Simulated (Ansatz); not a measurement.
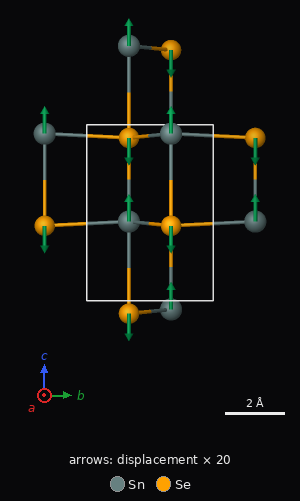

This is a relaxation of solid SnSe (built on the wurtzite type). The starting structure is drawn; green arrows show the displacements (the part carried along by the change of the cell is left out), 20 times their true length.

A ball-and-stick model of the cell of the calculation, seen along the a axis.

Method: Ansatz, DFT, r2SCAN+rVV10, plane waves, PAW. Settings: plane-wave cutoff 500 eV; k-point mesh 6 × 6 × 4; occupations fermi dirac; smearing width 0.03 eV; no spin polarisation; cell and atoms relaxed; force threshold 0.01 eV/Å; at most 120 steps.

Question: What happened in the run?

Answer: The largest moves relative to the cell, 0.048 Å, are those of Sn and Se atoms. Largest moves by element: Sn 0.048 Å, Se 0.048 Å. Cell: a = b 5.015 → 5.041 Å (+0.5 %), c 6.039 → 6.113 Å (+1.2 %). Volume +2.3 %. Near-neighbour distances that change, for instance: Se–Sn 3.165 → 3.298 Å, Se–Sn 2.875 → 2.814 Å, Se–Sn 2.899 → 2.921 Å. The space group stays P6_3mc (No. 186). Over 4 accepted moves (5 points after the start) the energy falls by 9.8 meV per cell of the calculation. The largest force component goes from 0.035 to 0.0026 eV/Å. The pressure goes from 0.59 to 0.02 GPa. The SCF was repeated once at an unchanged geometry on a basis and grid sized afresh for the cell, which shifted the energy by 0.1 meV per cell of the calculation at most.
